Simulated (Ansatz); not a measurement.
# How the geometry moves the gap of CaMoO4 (I4_1/a)

Aim: gaps of CaMoO4 (I4_1/a) at the database cell and after a full relaxation.

Calculated with Ansatz 0.2.0; r2SCAN, HSE06 and G0W0, plane waves, PAW.

**The experiments to reproduce.**

- Gap 4.5 ± 0.05 eV: direct optical gap from absorption edge; optical absorption; bulk crystal (thin platelet cleaved from flux-grown single crystal) (“The high-pressure behavior of CaMoO4”, 2017, arxiv:1709.09825).

## 1. Starting point

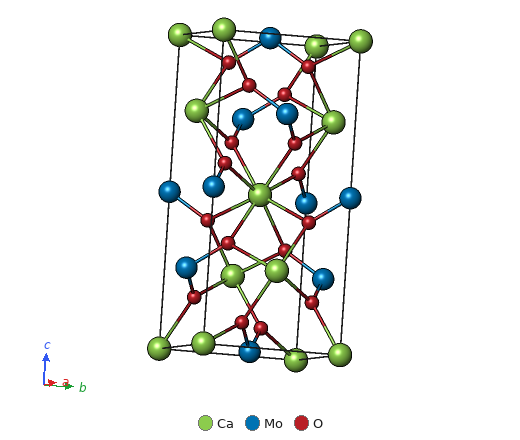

The starting structure, seen from a free direction (calcium green, molybdenum blue, oxygen red). This picture shows the conventional cell, with its axes. Some periodic images of atoms are drawn too.

The cell and positions come from the Crystallography Open Database and are kept as given unless a step says otherwise. The default PAW set here is soft_2. Its files were made with PBE.

## 2. r2SCAN bands at the given cell

The cheap functional maps the bands first; the places of the edges decide which points the dearer methods must see.

This step: DFT, r2SCAN, plane waves, PAW.

input.yaml

```yaml
crystal:
  lattice:
    - [-2.6118, 2.6118, 5.71425]
    - [2.6118, -2.6118, 5.71425]
    - [2.6118, 2.6118, -5.71425]
  atoms:
    - { symbol: Ca, position: [0.75, 0.25, 0.5] }
    - { symbol: Ca, position: [0.0, 0.0, 0.0] }
    - { symbol: Mo, position: [0.25, 0.75, 0.5] }
    - { symbol: Mo, position: [0.5, 0.5, 0.0] }
    - { symbol: O, position: [0.57776, 0.98246, 0.89142] }
    - { symbol: O, position: [0.73246, 0.34104, 0.9047] }
    - { symbol: O, position: [0.09104, 0.68634, 0.10858] }
    - { symbol: O, position: [0.43634, 0.82776, 0.0953] }
    - { symbol: O, position: [0.17224, 0.26754, 0.60858] }
    - { symbol: O, position: [0.01754, 0.90896, 0.5953] }
    - { symbol: O, position: [0.65896, 0.56366, 0.39142] }
    - { symbol: O, position: [0.31366, 0.42224, 0.4047] }
kpoints:
  mp_grid: { grid: [6, 6, 6] }
  band_path:
    path:
      - [[0.0, 0.0, 0.0], [0.0, 0.0, 0.5], [0.25, 0.25, 0.25], [0.0, 0.5, 0.0], [0.0, 0.0, 0.0], [0.5, 0.5, -0.5], [0.30222776, 0.69777224, -0.30222776]]
      - [[-0.30222776, 0.30222776, 0.30222776], [0.0, 0.0, 0.0]]
      - [[0.0, 0.0, 0.5], [-0.10445551, 0.10445551, 0.5]]
      - [[0.5, 0.5, -0.10445551], [0.5, 0.5, -0.5]]
    npoints: 10
hamiltonian:
  xc: r2scan
scf:
  occupations: { method: fermi_dirac, width: 0.02 }
  n_extra_bands: 8
output:
  eigenvalues: true
  forces: true
  stress: true
```

Command:

```
$ ansatz run input.yaml --threads 24 --pin off --max-ram 82944MiB --backend cuda --events-out ev --progress --plain --runs-dir out --devices 1 --max-vram 78GiB
```

Numbers of over 12 decimals in the logs are rounded to 6 here.

Output:

```text
scf.n_extra_bands = 8 over 48 filled bands (N_el = 96.0): the run solves 56 bands
GPUs: using 1 of 1 available (devices: 1).
Engine: ansatz 0.2.0, aarch64-unknown-linux-gnu
Pseudopotentials: kind: paw
Pseudopotential: Ca, paw, valence charge 10, recommended cutoff 500 eV (meta_gga), Ca.paw.azcp
Pseudopotential: Mo, paw, valence charge 14, recommended cutoff 500 eV (meta_gga), Mo.paw.azcp
Pseudopotential: O, paw, valence charge 6, recommended cutoff 500 eV (meta_gga), O.paw.azcp
Functional definition: r2SCAN
  parameter k0 = 0.174
  parameter k1 = 0.065
  parameter a1 = 4.9479
  exchange = r2scan_x(k0 = k0, k1 = k1, a1 = a1)
  correlation = r2scan_c
concurrent solve slots: 18 of 24 are kept, ahead of what memory takes: no pass of the eigensolver takes more rounds on 18
device memory: the entry about to start is reckoned to put 11.9 GiB on a device that reports 165.2 GiB free (of which the cap on the GPU budget leaves the run 78.0 GiB)
GPU FFT provider: cuFFT
GPU libraries: cuBLAS 13.8.1, cuFFT 12.4.0, cuSOLVER 12.3.2
GPU matrix products: emulated (plane waves: as basis.precision tells), large ones in fixed point in workspaces of 1.00 GiB
Crystal: 12 atoms, lattice volume = 155.919 Å³
Basis set: ecut = 500 eV, 3997 PW (Γ), exchange–correlation on 200×200×200 points (64 copies of the dense FFT grid, shifted against one another)
Bands: 56, of which v1, the nominal top of the filled ones, is band 48 counted from 1 (47 counted from 0)
Symmetry: 8 space group operations
Space group: I41/a (ITA 88), of the structure as read, at distance tolerance 5.4e-5 Å
k-points: 36 of 216
Non-local potential: Ca, projectors of the file, l = 0: 3, l = 1: 2, l = 2: 2
Non-local potential: Mo, projectors of the file, l = 0: 3, l = 1: 2, l = 2: 2, l = 3: 1
Non-local potential: O, projectors of the file, l = 0: 2, l = 1: 2, l = 2: 1
PAW form: soft (Blöchl's): semilocal exchange-correlation on the pseudo side does not see the compensation charge
PAW frozen core: Ca, regenerated for the run's functional (the file was generated under x = pbe(κ = 0.804, μ = 0.219515), c = pbe(β = 0.066725))
PAW frozen core: Mo, regenerated for the run's functional (the file was generated under x = pbe(κ = 0.804, μ = 0.219515), c = pbe(β = 0.066725))
PAW frozen core: O, regenerated for the run's functional (the file was generated under x = pbe(κ = 0.804, μ = 0.219515), c = pbe(β = 0.066725))
PAW one-centre angular grid: Ca, 302 points (default); XC on 160 Gauss nodes
PAW one-centre angular grid: Mo, 590 points (default); XC on 160 Gauss nodes
PAW one-centre angular grid: O, 302 points (default); XC on 160 Gauss nodes
Initial density: superposition of atomic densities (neutral atoms: chi_scale 0, normalization atom), corrected by the library's trained network
[...]
SCF iter   6: F=—  HF=-18139.462417 eV  |F-HF|=—  |Δ(HF+E_count)|=   1.27e-4  Δρ=1.96e-5  dr2=6.50e-7  dr2_τ=5.68e-8  ethr=2.06e-8  ⟨swp⟩=2.0  Hψ=3023  notcnv=0  defer=144
SCF iter   7: F=-18139.462417 eV  HF=-18139.462417 eV  |F-HF|=1.15e-8  |Δ(HF+E_count)|=   3.31e-7  Δρ=4.27e-6  dr2=3.52e-8  dr2_τ=3.14e-9  ethr=1.04e-10  ⟨swp⟩=9.9  Hψ=8635  notcnv=0
SCF 1 converged in 7 iterations: F = -18139.462417 eV  dr2 = 3.52e-8
[...]
device memory: the entry about to start is reckoned to put 9.6 GiB on a device that reports 165.1 GiB free (of which the cap on the GPU budget leaves the run 78.0 GiB)
NSCF: frozen V_eff on 94 k-points, pencils in batches of 32, up to order 248
SCF converged after 7 iterations
Free energy (F): -18139.462417 eV
Harris-Foulkes:  -18139.462417 eV  (|F-HF|=1.15e-8)
Internal energy: -18139.462417 eV  (E = F + TS)
E sigma→0 (E₀):  -18139.462417 eV
Fermi energy:    8.520841 eV
--- Per-component energies (eV) ---
  E_band       = -827.377540
  E_kinetic    = 2839.895407
  E_local      = -6820.049651  (includes V_loc(G=0)·N_el)
  E_nonlocal   = 784.395174
  E_hartree    = 2351.959150
  E_xc         = -1216.985435
  E_vxc        = -1746.027267  (∫ρ·V_xc dr)
  E_paw        = -9438.336065  (= ΣΔE_a)
  E_vpaw       = -702.425730  (= ΣTr[D̂ρ^β])
  E_aug_tail   = 0.008263  (compensation charges beyond the density's cutoff)
  E_vtau       = 112.901770  (kinetic-family band-sum trace: ∫τ·v_τ [+ j·A + Jᵃ·Aᵃ] dr)
  E_ewald      = -6639.209996
  E_core_change = -1.139265  (= ΣΔE_core)
  E_smearing   = -0.000000  (= −TS)
  E_closure    = -0.000000  (closes the sum)
  Σ components = -18139.462417   (vs F -18139.462417, Δ=0.00e0)
--- Forces (eV/Å), atoms counted from 1 ---
  atom   1  Ca     0.00000000     0.00000000     0.00000000
  atom   2  Ca     0.00000000     0.00000000     0.00000000
  atom   3  Mo     0.00000000     0.00000000     0.00000000
  atom   4  Mo     0.00000000    -0.00000000     0.00000000
  atom   5  O      0.07902115     0.08304209     0.06858950
  atom   6  O     -0.08304209     0.07902115     0.06858950
  atom   7  O     -0.07902115    -0.08304209     0.06858950
  atom   8  O      0.08304209    -0.07902115     0.06858950
  atom   9  O     -0.07902115    -0.08304209    -0.06858950
  atom  10  O      0.08304209    -0.07902115    -0.06858950
  atom  11  O      0.07902115     0.08304209    -0.06858950
  atom  12  O     -0.08304209     0.07902115    -0.06858950
  max |Σ_I F_I| component: 1.39e-17 eV/Å
--- Stress (GPa, compression-positive) ---
        0.574254       0.000010       0.000000
       -0.000010       0.574254      -0.000000
        0.000000       0.000000       0.134107
  P = ⅓ Tr σ = 0.4275 GPa (4.275 kbar)
--- Band table (eV; the first three rows and the last of 36) ---
  k-point 0: bands = [... 44 lower, 5.9090, 6.2580, 6.5870, 6.5870, 10.4361, 10.8447, 11.1743, 11.1870, ... 4 higher]
  k-point 1: bands = [... 44 lower, 6.0103, 6.2016, 6.3338, 6.4972, 10.5492, 10.9275, 11.1052, 11.2705, ... 4 higher]
  k-point 2: bands = [... 44 lower, 5.8022, 6.0640, 6.1945, 6.3051, 10.6796, 10.8966, 11.1117, 11.3246, ... 4 higher]
  k-point 35: bands = [... 44 lower, 6.1398, 6.1398, 6.5206, 6.5206, 10.6516, 10.6516, 10.9186, 10.9186, ... 4 higher]
```

Elapsed: 2.8 s, on 1 × NVIDIA GB200 (shared by 2 runs) with 24 threads of Arm Neoverse V2, shared host; peak memory 1.3 GiB; 19 s of CPU time.

The column dr2 measures how far the density is from self-consistency, as an energy; F and HF (Harris–Foulkes) agree once it is small.

Numbers from this step:

- pressure: 0.4275 GPa
- filled bands: 48
- gap: 3.849 eV
- valence top at: Γ
- conduction bottom at: Γ
- least direct gap: 3.849 eV

The gap is direct, at Γ.

## 3. Relaxing cell and ions

A relaxation at this level of theory: leftover forces would pass straight into the levels.

input.yaml, the sections that differ from step 2:

```yaml
kpoints:
  mp_grid: { grid: [6, 6, 6] }
scf:
  occupations: { method: fermi_dirac, width: 0.02 }
relax:
  f_tol: 0.01
  max_steps: 60
  cell: {}
# crystal, hamiltonian: as in step 2
# output: removed
```

Output:

```text
[...]
GPUs: using 1 of 1 available (devices: 1).
[...]
Crystal: 12 atoms, lattice volume = 155.919 Å³
Basis set: ecut = 500 eV, 3997 PW (Γ), exchange–correlation on 200×200×200 points (64 copies of the dense FFT grid, shifted against one another)
Bands: 60, of which v1, the nominal top of the filled ones, is band 48 counted from 1 (47 counted from 0)
Symmetry: 8 space group operations
[...]
k-points: 36 of 216
[...]
SCF iter   1: F=—  HF=-18139.389134 eV  |F-HF|=—  |Δ(HF+E_count)|=         —  Δρ=1.55e-2  dr2=5.64e-1  dr2_τ=7.73e-1  ethr=1.77e-3  ⟨swp⟩=7.6  Hψ=9201  notcnv=0  defer=6
[...]
SCF iter   3: F=—  HF=-18139.463979 eV  |F-HF|=—  |Δ(HF+E_count)|=   9.99e-3  Δρ=3.11e-3  dr2=7.61e-3  dr2_τ=6.33e-4  ethr=7.75e-5  ⟨swp⟩=2.0  Hψ=2880  notcnv=0  defer=108
automatic band count: iteration 3 solves 55 bands in place of 60: the levels show a gap, and the empty bands left out lie too high to hold charge; the band table lists the bands solved (type scf.n_extra_bands for more)
SCF iter   4: F=—  HF=-18139.462677 eV  |F-HF|=—  |Δ(HF+E_count)|=   1.30e-3  Δρ=6.32e-4  dr2=3.26e-4  dr2_τ=7.69e-5  ethr=7.93e-6  ⟨swp⟩=2.0  Hψ=3384  notcnv=0  defer=108
[...]
SCF iter   7: F=-18139.462417 eV  HF=-18139.462417 eV  |F-HF|=1.03e-8  |Δ(HF+E_count)|=   3.16e-7  Δρ=4.10e-6  dr2=3.30e-8  dr2_τ=2.83e-9  ethr=1.04e-10  ⟨swp⟩=4.0  Hψ=6744  notcnv=0
SCF 1 converged in 7 iterations: F = -18139.462417 eV  dr2 = 3.30e-8
[...]
relax step   1: F+E_penalty+E_count = -18139.46241695 eV  Δ(F+E_penalty+E_count) = +0.000e0 eV  max|allowed force component| = 8.305e-2 eV/Å  Δτ_max = 0.0000 Å  P = +0.428 GPa  Ω = 155.919 Å³  (7 SCF iters, dr2 threshold 1.00e-7 eV, accepted)
[...]
relax step   2: F+E_penalty+E_count = -18139.46581928 eV  Δ(F+E_penalty+E_count) = -3.402e-3 eV  max|allowed force component| = 4.381e-2 eV/Å  Δτ_max = 0.0188 Å  P = +0.069 GPa  Ω = 155.511 Å³  energy of the carried Pulay correction = +2.122e-4 eV  (6 SCF iters, dr2 threshold 8.23e-7 eV, accepted)
[...]
relax step   4: F+E_penalty+E_count = -18139.46642708 eV  Δ(F+E_penalty+E_count) = -4.022e-5 eV  max|allowed force component| = 1.067e-3 eV/Å  Δτ_max = 0.0014 Å  P = +0.005 GPa  Ω = 155.434 Å³  energy of the carried Pulay correction = +2.524e-4 eV  (6 SCF iters, dr2 threshold 2.54e-8 eV, accepted)
[...]
relax step   5: F+E_penalty+E_count = -18139.46616034 eV  Δ(F+E_penalty+E_count) = +2.667e-4 eV  max|allowed force component| = 1.081e-3 eV/Å  Δτ_max = 0.0000 Å  P = +0.006 GPa  Ω = 155.434 Å³  stress off target by 1.45e-2 GPa  SCF on the basis re-selected at this cell (its energy is not comparable with the rows above)  (4 SCF iters)
[...]
atom   1  Ca     0.00000000     0.00000000     0.00000000
  atom   2  Ca     0.00000000     0.00000000     0.00000000
  atom   3  Mo     0.00000000     0.00000000     0.00000000
  atom   4  Mo     0.00000000    -0.00000000     0.00000000
  atom   5  O      0.00108140     0.00036377    -0.00093323
  atom   6  O     -0.00036377     0.00108140    -0.00093323
  atom   7  O     -0.00108140    -0.00036377    -0.00093323
  atom   8  O      0.00036377    -0.00108140    -0.00093323
  atom   9  O     -0.00108140    -0.00036377     0.00093323
  atom  10  O      0.00036377    -0.00108140     0.00093323
  atom  11  O      0.00108140     0.00036377     0.00093323
  atom  12  O     -0.00036377     0.00108140     0.00093323
  max |Σ_I F_I| component: 1.08e-18 eV/Å
--- Stress (GPa, compression-positive) ---
        0.001917       0.000011       0.000000
       -0.000011       0.001917       0.000000
        0.000000      -0.000000       0.014527
  P = ⅓ Tr σ = 0.0061 GPa (0.061 kbar)
--- Band table (eV; the first three rows and the last of 36) ---
  k-point 0: bands = [... 44 lower, 5.9718, 6.3002, 6.6298, 6.6298, 10.4363, 10.8525, 11.1671, 11.1939, ... 8 higher]
  k-point 1: bands = [... 44 lower, 6.0705, 6.2413, 6.3778, 6.5390, 10.5477, 10.9335, 11.1096, 11.2650, ... 8 higher]
  k-point 2: bands = [... 44 lower, 5.8448, 6.1023, 6.2472, 6.3508, 10.6765, 10.8982, 11.1111, 11.3173, ... 8 higher]
  k-point 35: bands = [... 44 lower, 6.1874, 6.1874, 6.5717, 6.5717, 10.6512, 10.6512, 10.9261, 10.9261, ... 8 higher]
--- Relaxed structure (4 steps of the walk, 4 accepted, 1 SCFs on fresh bases) ---
  F+E_penalty+E_count = -18139.46616034 eV   max|allowed force component| = 1.081e-3 eV/Å   (the final SCF, on the basis selected at the relaxed cell)
  cell:  # Å, volume = 155.4340 Å³
    - [-2.613242, 2.613242, 5.690189]
    - [2.613242, -2.613242, 5.690189]
    - [2.613242, 2.613242, -5.690189]
  atoms:
    - { symbol: Ca, position: [0.750000, 0.25, 0.500000] }
    - { symbol: Ca, position: [0, 0, 0] }
    - { symbol: Mo, position: [0.25, 0.750000, 0.500000] }
    - { symbol: Mo, position: [0.500000, 0.500000, 0] }
    - { symbol: O, position: [0.577281, 0.985265, 0.892973] }
    - { symbol: O, position: [0.735265, 0.342292, 0.907984] }
    - { symbol: O, position: [0.092292, 0.684308, 0.107027] }
    - { symbol: O, position: [0.434308, 0.827281, 0.092016] }
    - { symbol: O, position: [0.172719, 0.264735, 0.607027] }
    - { symbol: O, position: [0.014735, 0.907708, 0.592016] }
    - { symbol: O, position: [0.657708, 0.565692, 0.392973] }
    - { symbol: O, position: [0.315692, 0.422719, 0.407984] }
```

Wall time 5.1 s (1 × NVIDIA GB200 (shared by 2 runs) with 24 threads); peak memory 1.1 GiB; 34 s of CPU time.

The steps of the relaxation:

```csv
step,energy less that of the first step (eV),largest force component (eV/Å),pressure (GPa),volume (Å³)
1,0.0000,0.0830,0.43,155.92
2,-0.0034,0.0438,0.07,155.51
3,-0.0040,0.0202,0.01,155.28
4,-0.0040,0.0011,0.01,155.43
5,-0.0037,0.0011,0.01,155.43
```

The log counts 1 steps on a newly chosen plane-wave basis, not all of them marked here; energy and pressure can jump at such steps.

The run keeps the 8 symmetry operations that it works with, so distortions that break them were not tested.

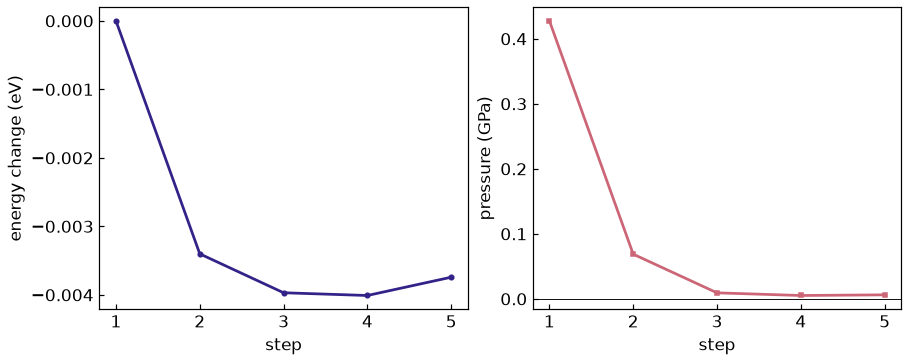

Energy and pressure along the relaxation.

```csv
"conventional cell, symmetrised",before,after,change
a (Å),5.224,5.226,+0.1 %
b (Å),5.224,5.226,+0.1 %
c (Å),11.428,11.380,-0.4 %
volume (Å³/atom),12.99,12.95,-0.3 %
```

The atoms that moved most (Å, as changes of fractional coordinates times the final cell):

```csv
atom,dx,dy,dz,length
O11,0.013,-0.005,-0.004,0.014
O5,0.013,-0.005,0.004,0.014
O10,-0.005,-0.013,-0.004,0.014
O9,-0.013,0.005,-0.004,0.014
O12,0.005,0.013,-0.004,0.014
O8,-0.005,-0.013,0.004,0.014
O7,-0.013,0.005,0.004,0.014
O6,0.005,0.013,0.004,0.014
```

## 4. r2SCAN at the relaxed cell

input.yaml

```yaml
crystal:
  lattice:
    - [-2.6132424917, 2.6132424917, 5.6901892587]
    - [2.6132424917, -2.6132424917, 5.6901892587]
    - [2.6132424917, 2.6132424917, -5.6901892587]
  atoms:
    - { symbol: Ca, position: [0.75, 0.25, 0.5] }
    - { symbol: Ca, position: [0.0, 0.0, 0.0] }
    - { symbol: Mo, position: [0.25, 0.75, 0.5] }
    - { symbol: Mo, position: [0.5, 0.5, 0.0] }
    - { symbol: O, position: [0.5772811871, 0.9852651805, 0.89297316] }
    - { symbol: O, position: [0.7352651805, 0.3422920205, 0.9079839934] }
    - { symbol: O, position: [0.0922920205, 0.684308027, 0.10702684] }
    - { symbol: O, position: [0.434308027, 0.8272811871, 0.0920160066] }
    - { symbol: O, position: [0.1727188129, 0.2647348195, 0.60702684] }
    - { symbol: O, position: [0.0147348195, 0.9077079795, 0.5920160066] }
    - { symbol: O, position: [0.6577079795, 0.565691973, 0.39297316] }
    - { symbol: O, position: [0.315691973, 0.4227188129, 0.4079839934] }
kpoints:
  mp_grid: { grid: [6, 6, 6] }
  band_path:
    path:
      - [[0.0, 0.0, 0.0], [0.0, 0.0, 0.5], [0.25, 0.25, 0.25], [0.0, 0.5, 0.0], [0.0, 0.0, 0.0], [0.5, 0.5, -0.5], [0.30222776, 0.69777224, -0.30222776]]
      - [[-0.30222776, 0.30222776, 0.30222776], [0.0, 0.0, 0.0]]
      - [[0.0, 0.0, 0.5], [-0.10445551, 0.10445551, 0.5]]
      - [[0.5, 0.5, -0.10445551], [0.5, 0.5, -0.5]]
    npoints: 10
hamiltonian:
  xc: r2scan
scf:
  occupations: { method: fermi_dirac, width: 0.02 }
  n_extra_bands: 8
output:
  eigenvalues: true
  forces: true
  stress: true
```

Output:

```text
[...]
GPUs: using 1 of 1 available (devices: 1).
[...]
GPU FFT provider: cuFFT
GPU libraries: cuBLAS 13.8.1, cuFFT 12.4.0, cuSOLVER 12.3.2
[...]
Crystal: 12 atoms, lattice volume = 155.434 Å³
Basis set: ecut = 500 eV, 3997 PW (Γ), exchange–correlation on 200×200×200 points (64 copies of the dense FFT grid, shifted against one another)
[...]
k-point 0: bands = [... 44 lower, 5.9719, 6.3003, 6.6299, 6.6299, 10.4363, 10.8526, 11.1671, 11.1939, ... 4 higher]
  k-point 1: bands = [... 44 lower, 6.0705, 6.2414, 6.3778, 6.5391, 10.5478, 10.9336, 11.1097, 11.2650, ... 4 higher]
  k-point 2: bands = [... 44 lower, 5.8449, 6.1024, 6.2473, 6.3509, 10.6766, 10.8982, 11.1111, 11.3173, ... 4 higher]
  k-point 35: bands = [... 44 lower, 6.1875, 6.1875, 6.5718, 6.5718, 10.6512, 10.6512, 10.9262, 10.9262, ... 4 higher]
[key lines of the parts left out:]
SCF converged after 7 iterations
Free energy (F): -18139.466160 eV
Fermi energy:    8.543031 eV
P = ⅓ Tr σ = 0.0061 GPa (0.061 kbar)
```

It took 2.9 s on 1 × NVIDIA GB200 (shared by 2 runs) with 24 threads; peak memory 1.3 GiB; 9.6 s of CPU time.

This step gave:

```yaml
pressure: 0.006120 GPa
gap: 3.806 eV
valence_top_at: Γ
conduction_bottom_at: Γ
least_direct_gap: 3.806 eV
```

The gap is direct, at Γ.

## 5. HSE06 at the relaxed cell

HSE06 mixes in a quarter of exact exchange at short range. Exchange couples all pairs of k points, which makes a full band path dear, so levels are read on the mesh and at chosen points.

This step: DFT, HSE06, plane waves, PAW.

input.yaml, as its differences from that of step 4:

```diff
@@ -19,14 +19,18 @@
 kpoints:
-  mp_grid: { grid: [6, 6, 6] }
+  mp_grid: { grid: [4, 4, 4] }
   band_path:
     path:
-      - [[0.0, 0.0, 0.0], [0.0, 0.0, 0.5], [0.25, 0.25, 0.25], [0.0, 0.5, 0.0], [0.0, 0.0, 0.0], [0.5, 0.5, -0.5], [0.30222776, 0.69777224, -0.30222776]]
-      - [[-0.30222776, 0.30222776, 0.30222776], [0.0, 0.0, 0.0]]
-      - [[0.0, 0.0, 0.5], [-0.10445551, 0.10445551, 0.5]]
-      - [[0.5, 0.5, -0.10445551], [0.5, 0.5, -0.5]]
-    npoints: 10
+      - [0.0, 0.0, 0.0]
+      - [0.0, 0.0, 0.5]
+      - [0.25, 0.25, 0.25]
+      - [0.0, 0.5, 0.0]
+      - [0.5, 0.5, -0.5]
+      - [0.30222776, 0.69777224, -0.30222776]
+      - [-0.30222776, 0.30222776, 0.30222776]
+      - [-0.10445551, 0.10445551, 0.5]
+    npoints: 1
 hamiltonian:
-  xc: r2scan
+  xc: hse06
 scf:
-  occupations: { method: fermi_dirac, width: 0.02 }
+  occupations: { method: fixed }
   n_extra_bands: 8
@@ -34,3 +38 @@
   eigenvalues: true
-  forces: true
-  stress: true
```

Output:

```text
[...]
GPUs: using 1 of 1 available (devices: 1).
[...]
davidson cushion auto → on  (no smearing: the cushion is to keep the highest requested band from converging to the state above it; pin scf.eigensolver.cushion to override)
[...]
Crystal: 12 atoms, lattice volume = 155.434 Å³
Basis set: ecut = 420 eV, 3043 PW (Γ)
Bands: 56, of which v1, the nominal top of the filled ones, is band 48 counted from 1 (47 counted from 0)
[...]
Fermi energy:    5.931668 eV
[...]
--- Band table (eV; the first three rows and the last of 14) ---
  k-point 0: bands = [... 44 lower, 5.2414, 5.5976, 5.9317, 5.9317, 10.8171, 11.2440, 11.5714, 11.6394, ... 4 higher]
  k-point 1: bands = [... 44 lower, 5.3799, 5.4696, 5.4707, 5.7480, 11.0238, 11.4183, 11.4381, 11.7268, ... 4 higher]
  k-point 2: bands = [... 44 lower, 5.3171, 5.3171, 5.4779, 5.4779, 11.1366, 11.1366, 11.6562, 11.6562, ... 4 higher]
  k-point 13: bands = [... 44 lower, 5.4871, 5.4871, 5.8704, 5.8704, 11.0507, 11.0507, 11.3167, 11.3167, ... 4 higher]
[key lines of the parts left out:]
Free energy (F): -18099.077439 eV
```

Elapsed: 9 s, on 1 × NVIDIA GB200 (shared by 2 runs) with 24 threads; peak memory 1.8 GiB; 85 s of CPU time.

Numbers from this step:

| Quantity | Value |
| --- | --- |
| gap | 4.885 eV |
| valence top at | Γ |
| conduction bottom at | Γ |
| least direct gap | 4.885 eV |

The gap stands +1.08 eV against r2SCAN.

(Continued in part 2 of 2.)

[Paths, hosts, dates, memory and timing lines, banners, echoed tables and standing remarks are left out of the program output.]

[Logs are printed without paths, hosts, clocks, repeated set-up lines and the standing remarks that a program may print on its own settings, such as how far it seeks lower states.]

[Runs of the session that timed out or met a known fault of the program may be left out.]

[Cells called generated may have been cut or substituted from an entry of the Crystallography Open Database or the Materials Project.]

[Hosts, paths, dates, database ids (printed as entryN), source tags and the programs' standing remarks are cut or masked in the printed files.]
